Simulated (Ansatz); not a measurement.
AlAs: single-point calculation

AlAs (F-43m, 4 atoms in the cell), computed with DFT PBE, scalar-relativistic, plane waves, PAW, no spin polarisation (Ansatz 0.2.0).

The structure derives from a Materials Project entry. It belongs to a series of runs on one base structure; here: equal strain along all axes, cell held, atoms relaxed: +2.0 %. Figures and captions count atoms from 1; the log counts them from 0 in places.

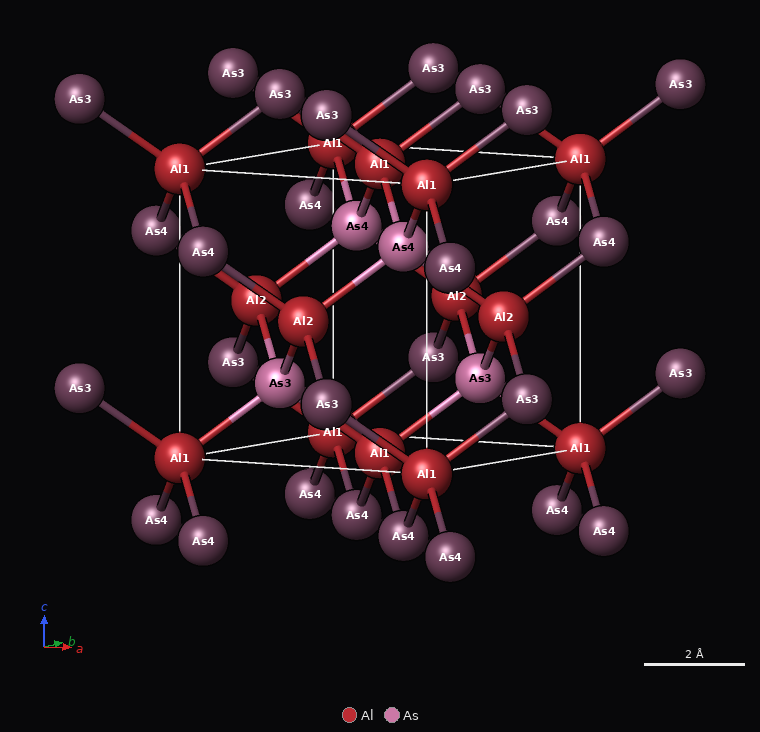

*The input geometry (ball-and-stick view of the cell 2 times as large as that of the calculation, set on its symmetry axes, seen at an oblique angle; neighbours outside the cell are drawn fainter; atoms are numbered from 1 in the order of the input).*

Near neighbours in the crystal (not all of them lie inside the picture): Al has 4 As at 2.53 Å; As has 4 Al at 2.53 Å.

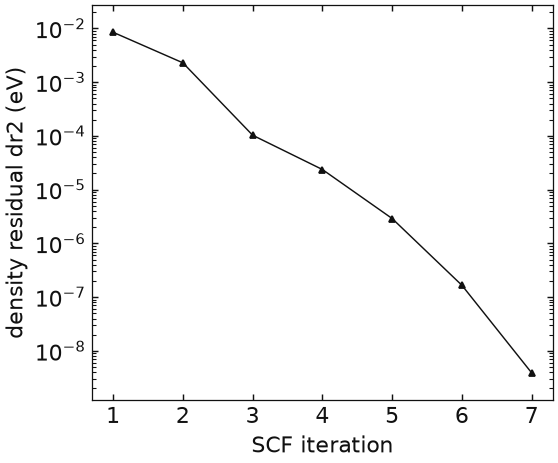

*Convergence of the self-consistent field: density residual dr2 against the SCF iteration.*

The residual falls at every step.

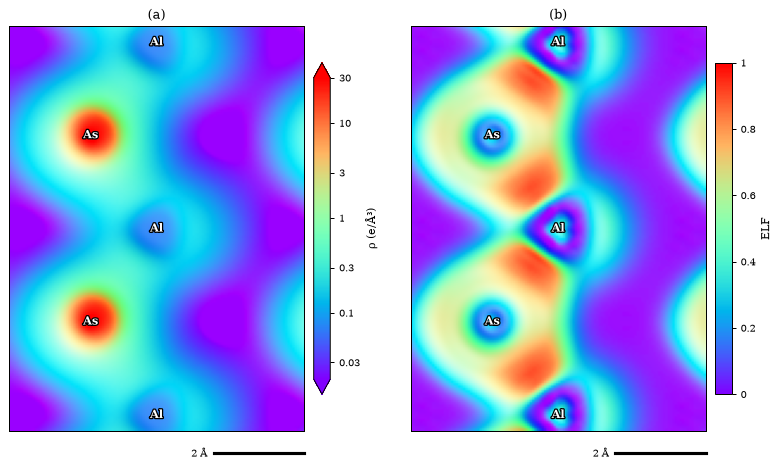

*(a) valence charge density (pseudo); (b) electron localisation function on the (011) plane of the conventional cell.*

The plane passes through Al and As nuclei. Al–As (2.53 Å): ρ at the midpoint is about 0.43 e/Å³; the ELF peaks at about 0.95 between the atoms (localised, shared-pair bonding). Away from the nuclei the density in this plane falls to 0.01 e/Å³ at its lowest. The fields are those of the smooth PAW valence density.

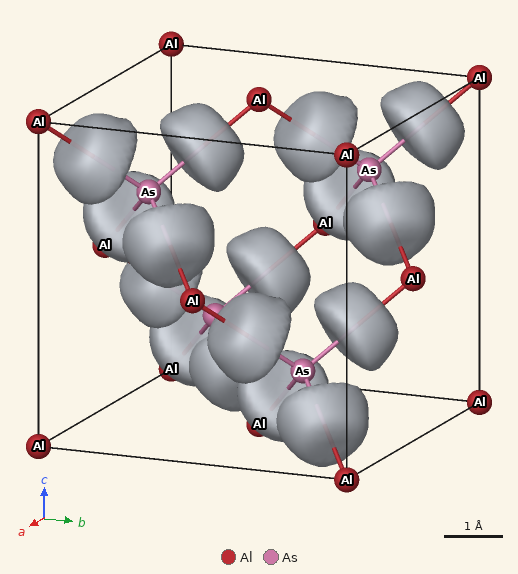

*Isosurface of the ELF at 0.7 (grey), seen slightly off an axis. Core shells and regions of very low density are left out. Sticks mark near contacts. The outline is the cell set on symmetry axes.*

The ELF exceeds this value in 16 regions between bonded Al–As atoms (shared pairs), counted in one cell of 8 atoms. Along the contacts the grid gives the following. Al–As (2.53 Å): the ELF peaks at about 0.95 between the atoms, which marks a covalent bond.

These pictures come from the run below.

**Input file**
```yaml
crystal:
  lattice:
    - [2.9212352826, 2.9212352826, 0.0]
    - [-2.9212352826, 2.9212352826, 0.0]
    - [0.0, 0.0, 5.8424705652]
  atoms:
    - { symbol: Al, position: [0.0, 0.0, 0.0] }
    - { symbol: Al, position: [0.5, 0.5, 0.5] }
    - { symbol: As, position: [0.5, 0.0, 0.25] }
    - { symbol: As, position: [0.0, 0.5, 0.75] }
basis:
  ecutwfc: 420
kpoints:
  mp_grid: { grid: [8, 8, 6] }
hamiltonian:
  xc: pbe
scf:
  occupations: { method: gaussian, width: 0.02 }
output:
  forces: true
  stress: true
  eigenvalues: true
  write_density: true
  write_potential: true
  elf: true
  volumetric_format: npy
```

Launch command:
```bash
ansatz run input.yaml --threads 1 --pin off --max-ram 2560MiB --backend cpu --events-out ev --progress --plain --runs-dir out
```

**Output**
```
Engine: ansatz 0.2.0, aarch64-unknown-linux-gnu
Pseudopotentials: kind: paw
Pseudopotential: Al, paw, valence charge 3, recommended cutoff 420 eV (normal), Al.paw.azcp
Pseudopotential: As, paw, valence charge 15, recommended cutoff 420 eV (normal), As.paw.azcp
Functional definition: PBE
  parameter kappa = 0.804
  parameter beta = 0.06672455060314922
  exchange = pbe_x(kappa = kappa, mu = beta*pi^2/3)
  correlation = pbe_c(beta = beta)
Crystal: 4 atoms, lattice volume = 99.715 Å³
Basis set: ecut = 420 eV, 1923 PW (Γ), exchange–correlation on 60×60×80 points (8 copies of the dense FFT grid, shifted against one another)
Bands: 22, of which v1, the nominal top of the filled ones, is band 18 counted from 1 (17 counted from 0)
Symmetry: 16 space group operations
Space group: F-43m (ITA 216), of the structure as read, at distance tolerance 4.6e-5 Å
k-points: 60 of 384 (time reversal used)
Non-local potential: Al, projectors of the file, l = 0: 2, l = 1: 2, l = 2: 1
Non-local potential: As, projectors of the file, l = 0: 2, l = 1: 2, l = 2: 3, l = 3: 1
PAW form: soft (Blöchl's): semilocal exchange-correlation on the pseudo side does not see the compensation charge
PAW one-centre angular grid: Al, 110 points (default); XC on 64 Gauss nodes
PAW one-centre angular grid: As, 590 points (default); XC on 64 Gauss nodes
Initial density: superposition of atomic densities (neutral atoms: chi_scale 0, normalization atom), corrected by the library's trained network
Initial wavefunctions: pseudopotential atomic-orbital guess
Functional: x = pbe(κ = 0.804, μ = 0.2195149727645171), c = pbe(β = 0.06672455060314922)
SCF iter   1: F=—  HF=-10789.167801 eV  |F-HF|=—  |Δ(HF+E_count)|=         —  Δρ=2.08e-3  dr2=8.48e-3  ethr=1.77e-3  ⟨swp⟩=6.4  Hψ=6528  notcnv=0
preconditioner: auto → Resta (q_TF=auto, 2.302 Å⁻¹)  ε∞=4.5  [insulator: Δε(μ)=1.314 eV  Ē_g=8.006 eV  σ=0.020 eV  W_gap=1.00  n_scr=20 (ndim 8)  ℏωp=14.9 eV  f_vac=0.015  D(μ)=0.00/eV (n_scr^D=0)  ε∞_Penn≈4.5]
SCF iter   2: F=—  HF=-10789.165507 eV  |F-HF|=—  |Δ(HF+E_count)|=   2.29e-3  Δρ=1.06e-3  dr2=2.29e-3  ethr=2.36e-5  ⟨swp⟩=2.0  Hψ=2148  notcnv=0
SCF iter   3: F=—  HF=-10789.165172 eV  |F-HF|=—  |Δ(HF+E_count)|=   3.35e-4  Δρ=2.47e-4  dr2=1.03e-4  ethr=6.36e-6  ⟨swp⟩=2.0  Hψ=2024  notcnv=0
SCF iter   4: F=—  HF=-10789.165252 eV  |F-HF|=—  |Δ(HF+E_count)|=   8.01e-5  Δρ=1.13e-4  dr2=2.37e-5  ethr=2.85e-7  ⟨swp⟩=2.0  Hψ=2400  notcnv=0
SCF iter   5: F=—  HF=-10789.165213 eV  |F-HF|=—  |Δ(HF+E_count)|=   3.91e-5  Δρ=4.75e-5  dr2=2.90e-6  ethr=6.58e-8  ⟨swp⟩=2.0  Hψ=2400  notcnv=0
SCF iter   6: F=—  HF=-10789.165321 eV  |F-HF|=—  |Δ(HF+E_count)|=   1.08e-4  Δρ=1.37e-5  dr2=1.66e-7  ethr=8.05e-9  ⟨swp⟩=2.0  Hψ=2400  notcnv=0
SCF iter   7: F=-10789.165321 eV  HF=-10789.165321 eV  |F-HF|=1.35e-8  |Δ(HF+E_count)|=   1.80e-7  Δρ=1.93e-6  dr2=3.89e-9  ethr=2.78e-10  ⟨swp⟩=8.8  Hψ=9272  notcnv=0
SCF 1 converged in 7 iterations: F = -10789.165321 eV  dr2 = 3.89e-9
  greatest PAW one-centre occupation: 0.999 electrons in one spin orbital (limit 2), on the As atom at site 3 (counted from 0), in its partial waves of l = 2
SCF converged after 7 iterations
Free energy (F): -10789.165321 eV
Harris-Foulkes:  -10789.165321 eV  (|F-HF|=1.35e-8)
Internal energy: -10789.165321 eV  (E = F + TS)
E sigma→0 (E₀):  -10789.165321 eV
Fermi energy:    6.038189 eV
--- Per-component energies (eV) ---
  E_band       = -565.179964
  E_kinetic    = 248.333374
  E_local      = -4372.021218  (includes V_loc(G=0)·N_el)
  E_nonlocal   = -1320.407852
  E_hartree    = 2318.759040
  E_xc         = -235.774973
  E_vxc        = -213.683927  (∫ρ·V_xc dr)
  E_paw        = -4605.950600  (= ΣΔE_a)
  E_vpaw       = 455.080412  (= ΣTr[D̂ρ^β])
  E_aug_tail   = 0.000014  (compensation charges beyond the density's cutoff)
  E_ewald      = -2822.103105
  E_smearing   = -0.000000  (= −TS)
  E_closure    = 0.000000  (closes the sum)
  Σ components = -10789.165321   (vs F -10789.165321, Δ=0.00e0)
--- Forces (eV/Å), atoms counted from 1 ---
  atom   1  Al    -0.00000000    -0.00000000     0.00000000
  atom   2  Al    -0.00000000    -0.00000000     0.00000000
  atom   3  As    -0.00000000    -0.00000000     0.00000000
  atom   4  As    -0.00000000    -0.00000000    -0.00000000
  max |Σ_I F_I| component: 4.25e-17 eV/Å
--- Stress (GPa, compression-positive) ---
       -3.485136       0.000000      -0.000000
        0.000000      -3.485136      -0.000000
       -0.000000       0.000000      -3.503989
  P = ⅓ Tr σ = -3.4914 GPa (-34.914 kbar)
--- Band table (eV; the first three rows and the last of 60) ---
  k-point 0: bands = ["-29.0097", "-29.0094", "-29.0094", "-29.0092", "-29.0082", "-29.0082", "-29.0023", "-29.0019", "-29.0017", "-29.0011", "-5.9881", "-4.3193", "0.2664", "3.4122", "3.4122", "5.3745", "5.3746", "5.3746", "6.7015", "6.9684", "7.6576", "9.5149"]
  k-point 1: bands = ["-29.0097", "-29.0093", "-29.0093", "-29.0093", "-29.0083", "-29.0083", "-29.0022", "-29.0019", "-29.0016", "-29.0012", "-5.9077", "-4.4871", "0.5411", "3.5010", "3.5010", "4.5304", "5.1572", "5.1572", "7.0890", "7.5823", "7.8285", "9.2156"]
  k-point 2: bands = ["-29.0096", "-29.0094", "-29.0091", "-29.0091", "-29.0085", "-29.0085", "-29.0022", "-29.0020", "-29.0015", "-29.0013", "-5.6736", "-4.8781", "1.2528", "3.3398", "3.7613", "3.7613", "4.6768", "4.6768", "7.4282", "8.3164", "8.5528", "8.7327"]
  k-point 59: bands = ["-29.0092", "-29.0092", "-29.0089", "-29.0089", "-29.0080", "-29.0080", "-29.0018", "-29.0018", "-29.0016", "-29.0016", "-4.2965", "-4.2965", "0.5407", "0.5407", "2.5497", "2.5497", "2.8621", "2.8621", "9.6675", "9.6675", "10.5279", "10.5279"]
```

**Summary**

- outcome: converged
- space group (tolerance 0.01 Å): F-43m (216)
- electrons treated: 36
- free energy: −10789.1653 eV
- Fermi energy: 6.038 eV
- gap on the k-point mesh: 1.33 eV
- pressure: −3.49 GPa
- largest force (length of the vector): under 0.001 eV/Å
- hardware: 1 thread of Arm Neoverse V2, 24 GiB of memory available, shared host
- wall time: 12 s
- peak memory: 0.37 GiB
